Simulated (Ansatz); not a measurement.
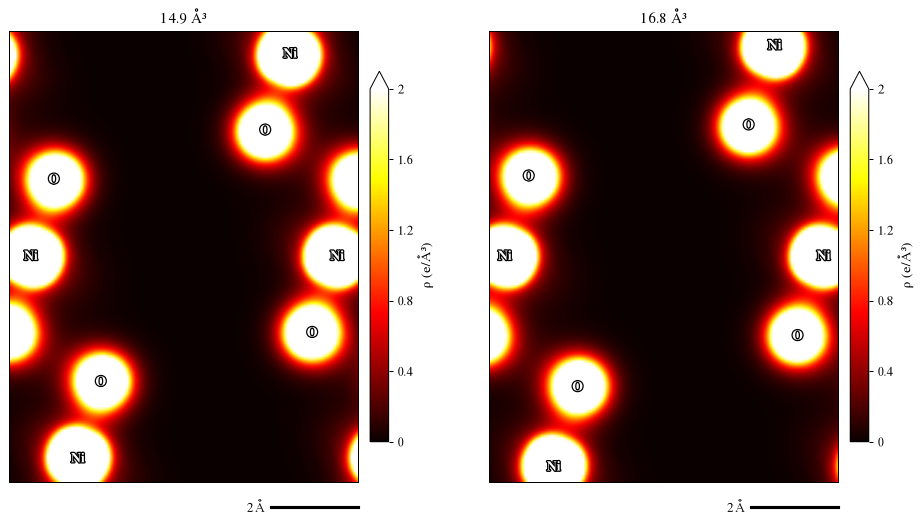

NiO$_{2}$. The valence charge density (pseudo) of cells scaled evenly to different volumes (given per atom above each panel), on the (101̄) plane of each (indices in the axes of the cell below), at one length scale and on one colour scale.

A structure from a database of computed crystals, not necessarily the ambient phase; the program warned that a starting moment wasn't kept; spin-polarised, but the moments vanished.

All numbers below come from Ansatz, Kohn-Sham DFT of a periodic cell, r2SCAN, Ansatz PAW.

Core electrons are frozen (PAW), and the valence fields are smoothed inside the atomic spheres.

The largest cell:

```
Ni O
1.0
     2.85926    0.00000    0.00000
    -1.42963    0.82540    7.11108
     1.42963   -2.47619    0.00000
Ni O
1 2
Direct
  0.00000 0.00000 0.00000
  0.37879 0.13637 0.37879
  0.62121 0.86363 0.62121
```

| volume (Å³/atom) | Ni–O contact in the plane (Å) | ρ at its midpoint (e/Å³) | pressure (GPa) | gap on the mesh (eV) | 
| --- | --- | --- | --- | --- |
| 14.88 | 1.839 | 0.893 | 4.3 | 1.89 | 
| 15.83 | 1.878 | ? | ? | ? | 
| 16.78 | 1.915 | 0.742 | −10.4 | 1.67 | 

What values belong in the row with question marks?

Answer. Over the known rows ln ρ falls by 2.44 per Å of Ni–O distance (the line through the two), which gives 0.812 e/Å³ at 1.878 Å; the calculation gives 0.811 e/Å³. For the pressure, a straight line in volume between the neighbouring rows gives −3.0 GPa; the calculation gives −4.3, lower because pressure rises ever faster on compression. For the gap on the mesh, a straight line in volume between the neighbouring rows gives 1.78 eV; the calculation gives 1.77.
